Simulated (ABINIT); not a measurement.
## Band-structure run of Ta (part 1 of 4)

Ta (Im-3m, 1 atom in the cell), computed with Kohn-Sham DFT of a periodic cell, BP86, spin-orbit coupling, JTH PAW PBE v2.0, no spin polarisation (ABINIT 10.8.3).

The structure derives from an entry of the Crystallography Open Database.

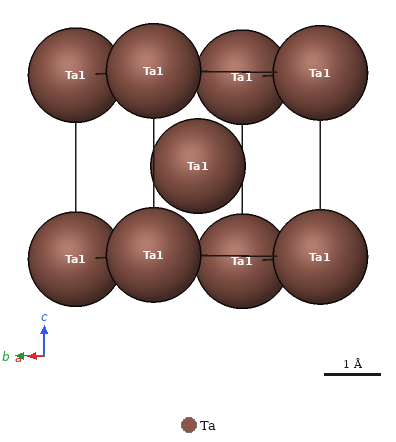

Fig. 1: The structure (spheres-only view of the cell 2 times as large as that of the calculation, set on its symmetry axes, seen at an oblique angle; atoms are numbered from 1 in the order of the input).

### Input
```
# Datasets: ground state, then fixed potential
ndtset 2

# Pseudopotentials
pp_dirpath "./"
pseudos "Ta.GGA_PBE-JTH.xml"

# Structure
acell 2.8601008575 2.8601008575 2.8601008575 Angstrom
rprim
    -0.5773502692     0.5773502692     0.5773502692
     0.5773502692    -0.5773502692     0.5773502692
     0.5773502692     0.5773502692    -0.5773502692
ntypat 1
znucl 73
natom 1
typat 1
xcart
     0.0000000000     0.0000000000     0.0000000000 Angstrom

# Plane-wave basis
ecut 19.0
pawecutdg 38.0

# Exchange and correlation
ixc -106132

# Bands and occupations
occopt 3
tsmear 0.05 eV

# Spin
nspinor 2
nspden 1
pawspnorb 1

# SCF cycle
nstep 100

# Output
iomode 3
prtwf 0
prteig 0
prtebands 0
enunit 1
prtden1 1
prtvha1 1
prtvclmb1 1
prtpot1 1

# Dataset 1
kptopt1 4
ngkpt1 11 11 11
nshiftk1 1
shiftk1 0.0 0.0 0.0
nband1 22
tolvrs1 1.0e-9

# Dataset 2: bands along G-H-N-G-P-H
iscf2 -2
getden2 1
nband2 34
nbdbuf2 8
tolwfr2 1.0e-11
kptopt2 -5
ndivsm2 5
prteig2 1
kptbounds2
     0.0000000000     0.0000000000     0.0000000000
     0.5000000000    -0.5000000000     0.5000000000
     0.0000000000     0.0000000000     0.5000000000
     0.0000000000     0.0000000000     0.0000000000
     0.2500000000     0.2500000000     0.2500000000
     0.5000000000    -0.5000000000     0.5000000000
```

Command:
```bash
abinit run.abi > log 2>&1
```

### Log
```
.Version 10.8.3 of ABINIT
 DATASET    1 : space group I4 3 2 (#211); Bravais cI (body-center cubic)
================================================================================
 Values of the parameters that define the memory need for DATASET  1.
     intxc =       0    ionmov =       0      iscf =      17    lmnmax =      18
     lnmax =       6     mgfft =      24  mpssoang =       3    mqgrid =    3001
     natom =       1  nloc_mem =       2    nspden =       1   nspinor =       2
    nsppol =       1      nsym =      24    n1xccc =       1    ntypat =       1
    occopt =       3   xclevel =       2
       mpw =         490          nfft =       13824          nkpt =          66
 PAW method is used; the additional fine FFT grid is defined by:
   mgfftf=        30    nfftf =     27000
================================================================================
================================================================================

 DATASET    2 : space group I4 3 2 (#211); Bravais cI (body-center cubic)
================================================================================
 Values of the parameters that define the memory need for DATASET  2.
     intxc =       0    ionmov =       0      iscf =      -2    lmnmax =      18
     lnmax =       6     mgfft =      24  mpssoang =       3    mqgrid =    3001
     natom =       1  nloc_mem =       2    nspden =       1   nspinor =       2
    nsppol =       1      nsym =      24    n1xccc =       1    ntypat =       1
    occopt =       3   xclevel =       2
       mpw =         490          nfft =       13824          nkpt =          30
 PAW method is used; the additional fine FFT grid is defined by:
   mgfftf=        30    nfftf =     27000
================================================================================
================================================================================

--------------------------------------------------------------------------------
------------- Echo of variables that govern the present computation ------------
--------------------------------------------------------------------------------
 -outvars: echo values of preprocessed input variables --------
            acell      5.4048073131E+00  5.4048073131E+00  5.4048073131E+00 Bohr
              amu      1.80947900E+02
             ecut      1.90000000E+01 Hartree
           enunit           1
           getden1          0
           getden2          1
             iscf1         17
             iscf2         -2
                       outvar_i_n : Printing only first  50 k-points.
              ixc     -106132
           jdtset        1    2
                       outvar_i_n : Printing only first  50 k-points.
           kptopt1          4
           kptopt2         -5
         kptrlatt       11    0    0      0   11    0      0    0   11
          kptrlen1     5.94528804E+01
          kptrlen2     3.00000000E+01
            natom           1
            nband1         22
            nband2         34
           nbdbuf1          0
           nbdbuf2          8
           ndtset           2
           ndivsm1          0
           ndivsm2          5
            ngfft          24      24      24
          ngfftdg          30      30      30
             nkpt1         66
             nkpt2         30
          nspinor           2
            nstep         100
             nsym          24
           ntypat           1
                       prtocc : prtvol=0, do not print more k-points.
           occopt           3
        pawcpxocc           2
        pawecutdg      3.80000000E+01 Hartree
        pawspnorb           1
         pawxcdev           0
        prtebands           0
           prteig1          0
           prteig2          1
           prtpot1          1
           prtpot2          0
         prtvclmb1          1
         prtvclmb2          0
           prtvha1          1
           prtvha2          0
            prtwf           0
            rprim     -5.7735026920E-01  5.7735026920E-01  5.7735026920E-01
                       5.7735026920E-01 -5.7735026920E-01  5.7735026920E-01
                       5.7735026920E-01  5.7735026920E-01 -5.7735026920E-01
           shiftk1     0.00000000E+00  0.00000000E+00  0.00000000E+00
           shiftk2     5.00000000E-01  5.00000000E-01  5.00000000E-01
          spgroup         211
           tolvrs1     1.00000000E-09
           tolvrs2     0.00000000E+00
           tolwfr1     0.00000000E+00
           tolwfr2     1.00000000E-11
           tsmear      1.83746611E-03 Hartree
            typat      1
           useylm           1
                       outvars : Printing only first  50 k-points.
            znucl       73.00000

================================================================================

 chkinp: Checking input parameters for consistency, jdtset=   1.

 chkinp: Checking input parameters for consistency, jdtset=   2.

================================================================================
== DATASET  1 ==================================================================

--- !DatasetInfo
iteration_state: {dtset: 1, }
dimensions: {natom: 1, nkpt: 66, mband: 22, nsppol: 1, nspinor: 2, nspden: 1, mpw: 490, }
cutoff_energies: {ecut:  19.0, pawecutdg:  38.0, }
electrons: {nelect:   1.30000000E+01, charge:   0.00000000E+00, occopt:   3.00000000E+00, tsmear:   1.83746611E-03, }
meta: {optdriver: 0, ionmov: 0, optcell: 0, iscf: 17, paral_kgb: 0, }
...

 Real(R)+Recip(G) space primitive vectors, cartesian coordinates (Bohr,Bohr^-1):
 R(1)= -3.1204670  3.1204670  3.1204670  G(1)=  0.0000000  0.1602324  0.1602324
 R(2)=  3.1204670 -3.1204670  3.1204670  G(2)=  0.1602324  0.0000000  0.1602324
 R(3)=  3.1204670  3.1204670 -3.1204670  G(3)=  0.1602324  0.1602324  0.0000000
 Unit cell volume ucvol=  1.2153987E+02 bohr^3
 Angles (23,13,12)=  1.09471221E+02  1.09471221E+02  1.09471221E+02 degrees

 Coarse grid specifications (used for wave-functions):

 getcut: wavevector=  0.0000  0.0000  0.0000  ngfft=  24  24  24
         ecut(hartree)=     19.000   => boxcut(ratio)=   2.26302

 getcut : COMMENT -
  Note that boxcut > 2.2 ; recall that boxcut=Gcut(box)/Gcut(sphere) = 2
  is sufficient for exact treatment of convolution.
  Such a large boxcut is a waste : you could raise ecut
  e.g. ecut=   24.326062 Hartrees makes boxcut=2

 Fine grid specifications (used for densities):

 getcut: wavevector=  0.0000  0.0000  0.0000  ngfft=  30  30  30
         ecut(hartree)=     38.000   => boxcut(ratio)=   2.00025

--- Pseudopotential description ------------------------------------------------
- pspini: atom type   1  psp file is ./Ta.GGA_PBE-JTH.xml
 Pseudopotential format is: paw10
 basis_size (lnmax)=  6 (lmn_size= 18), orbitals=   0   0   1   1   2   2
 Spheres core radius: rc_sph= 2.41973345
 Shapefunction is SIN type: shapef(r)=[sin(pi*r/rshp)/(pi*r/rshp)]**2
 Radius for shape functions =  2.11065461
 Compensation charge density is not taken into account in XC energy/potential

   9.99818744E+02                                ecore*ucvol(ha*bohr**3)
--------------------------------------------------------------------------------

================================================================================

--- !BeginCycle
iteration_state: {dtset: 1, }
solver: {iscf: 17, nstep: 100, nline: 4, wfoptalg: 10, }
tolerances: {tolvrs: 1.00E-09, }
...

     iter   Etot(hartree)      deltaE(h)  residm     nres2
 ETOT  1  -57.086352401129    -5.709E+01 1.777E+01 4.017E+00
 ETOT  2  -59.102909059939    -2.017E+00 1.175E-01 3.904E+00
 ETOT  3  -59.085256517267     1.765E-02 9.832E-02 1.098E+00
 ETOT  4  -59.078294627879     6.962E-03 3.546E-02 1.630E-02
 ETOT  5  -59.078719222026    -4.246E-04 8.724E-03 1.377E-02
 ETOT  6  -59.078621634723     9.759E-05 2.948E-03 3.284E-05
 ETOT  7  -59.078629051994    -7.417E-06 1.472E-03 4.284E-04
 ETOT  8  -59.078626356081     2.696E-06 1.317E-03 2.880E-06
 ETOT  9  -59.078626514778    -1.587E-07 9.899E-04 4.161E-07
 ETOT 10  -59.078626512121     2.657E-09 4.645E-04 3.085E-08
 ETOT 11  -59.078626512098     2.254E-11 7.602E-04 6.282E-10

 At SCF step   11       nres2   =  6.28E-10 < tolvrs=  1.00E-09 =>converged.

 Cartesian components of stress tensor (hartree/bohr^3)
  sigma(1 1)= -7.06991011E-05  sigma(3 2)=  0.00000000E+00
  sigma(2 2)= -7.06991011E-05  sigma(3 1)=  0.00000000E+00
  sigma(3 3)= -7.06991011E-05  sigma(2 1)=  0.00000000E+00

--- !ResultsGS
iteration_state: {dtset: 1, }
comment   : Summary of ground state results
lattice_vectors:
- [ -3.1204670,   3.1204670,   3.1204670, ]
- [  3.1204670,  -3.1204670,   3.1204670, ]
- [  3.1204670,   3.1204670,  -3.1204670, ]
lattice_lengths: [   5.40481,    5.40481,    5.40481, ]
lattice_angles: [109.471, 109.471, 109.471, ] # degrees, (23, 13, 12)
lattice_volume:   1.2153987E+02
convergence: {deltae:  2.254E-11, res2:  6.282E-10, residm:  7.602E-04, diffor: null, }
etotal    :  -5.90786265E+01
entropy   :   0.00000000E+00
fermie    :   3.68315094E-02
cartesian_stress_tensor: # hartree/bohr^3
- [ -7.06991011E-05,   0.00000000E+00,   0.00000000E+00, ]
- [  0.00000000E+00,  -7.06991011E-05,   0.00000000E+00, ]
- [  0.00000000E+00,   0.00000000E+00,  -7.06991011E-05, ]
pressure_GPa:   2.0800E+00
xred      :
- [  0.0000E+00,   0.0000E+00,   0.0000E+00, Ta]
cartesian_forces: # hartree/bohr
- [ -0.00000000E+00,  -0.00000000E+00,  -0.00000000E+00, ]
force_length_stats: {min:   0.00000000E+00, max:   0.00000000E+00, mean:   0.00000000E+00, }
...

 Integrated electronic density in atomic spheres:
 ------------------------------------------------
 Atom  Sphere_radius  Integrated_density
    1        2.41973         10.69176474

================================================================================

 ----iterations are completed or convergence reached----

 Mean square residual over all n,k,spin=   16.089E-07; max=  76.023E-05
 reduced coordinates (array xred) for    1 atoms
       0.000000000000      0.000000000000      0.000000000000
 rms dE/dt=  0.0000E+00; max dE/dt=  0.0000E+00; dE/dt below (all hartree)
    1       0.000000000000      0.000000000000      0.000000000000

 cartesian coordinates (angstrom) at end:
    1      0.00000000000000     0.00000000000000     0.00000000000000

 cartesian forces (hartree/bohr) at end:
    1     -0.00000000000000    -0.00000000000000    -0.00000000000000
 frms,max,avg= 0.0000000E+00 0.0000000E+00   0.000E+00  0.000E+00  0.000E+00 h/b

 cartesian forces (eV/Angstrom) at end:
    1     -0.00000000000000    -0.00000000000000    -0.00000000000000
 frms,max,avg= 0.0000000E+00 0.0000000E+00   0.000E+00  0.000E+00  0.000E+00 e/A
 length scales=  5.404807313149  5.404807313149  5.404807313149 bohr
              =  2.860100857500  2.860100857500  2.860100857500 angstroms
 Fermi (or HOMO) energy (eV) =   1.00224   Average Vxc (eV)= -12.55860
 Eigenvalues (   eV  ) for nkpt=  66  k points:
 kpt#   1, nband= 22, wtk=  0.00075, kpt=  0.0000  0.0000  0.0000 (reduced coord)
 -66.19507  -66.19507  -37.60413  -37.60413  -29.52914  -29.52914  -29.52914  -29.52914
  -6.84066   -6.84066    1.54405    1.54405    1.54405    1.54405    1.96623    1.96623
   5.01256    5.01256    5.01256    5.01256   16.11668   16.11668
 prteigrs : prtvol=0 or 1, do not print more k-points.

--- !EnergyTerms
iteration_state     : {dtset: 1, }
comment             : Components of total free energy in Hartree
kinetic             :  6.06361235034937E+00
hartree             :  7.82949746887679E+00
xc                  : -8.22979181144952E+00
Ewald energy        : -4.92739116772244E+01
psp_core            :  8.22626164472555E+00
local_psp           : -7.40073013897437E+00
PAW spherical_terms : -1.62932415929572E+01
internal            : -5.90783037566538E+01
'-kT*entropy'       : -2.86974783451680E-04
total_energy        : -5.90785907314372E+01
total_energy_eV     : -1.60761035126137E+03
...

--- !EnergyTermsDC
iteration_state     : {dtset: 1, }
comment             : '"Double-counting" decomposition of free energy'
band_energy         : -1.22766392373427E+01
Ewald energy        : -4.92739116772244E+01
psp_core            :  8.22626164472555E+00
xc_dc               : -1.20107425792959E+01
PAW spherical_terms :  6.25669231182258E+00
internal            : -5.90783395373149E+01
'-kT*entropy'       : -2.86974783451680E-04
total_energy_dc     : -5.90786265120983E+01
total_energy_dc_eV  : -1.60761132490276E+03
...

--- !EnergyTermsWithPAWCore
iteration_state     : {dtset: 1, }
comment             : 'Components of total free energy, including PAW core contributions'
Total energy        : -1.56068748364709E+04
Total energy DC     : -1.56068748722515E+04
Total energy (eV)   : -4.24684699267890E+05
Total energy DC (eV): -4.24684700241531E+05
...

 Cartesian components of stress tensor (hartree/bohr^3)
  sigma(1 1)= -7.06991011E-05  sigma(3 2)=  0.00000000E+00
  sigma(2 2)= -7.06991011E-05  sigma(3 1)=  0.00000000E+00
  sigma(3 3)= -7.06991011E-05  sigma(2 1)=  0.00000000E+00

-Cartesian components of stress tensor (GPa)         [Pressure=  2.0800E+00 GPa]
- sigma(1 1)= -2.08003937E+00  sigma(3 2)=  0.00000000E+00
- sigma(2 2)= -2.08003937E+00  sigma(3 1)=  0.00000000E+00
- sigma(3 3)= -2.08003937E+00  sigma(2 1)=  0.00000000E+00

================================================================================
== DATASET  2 ==================================================================
```
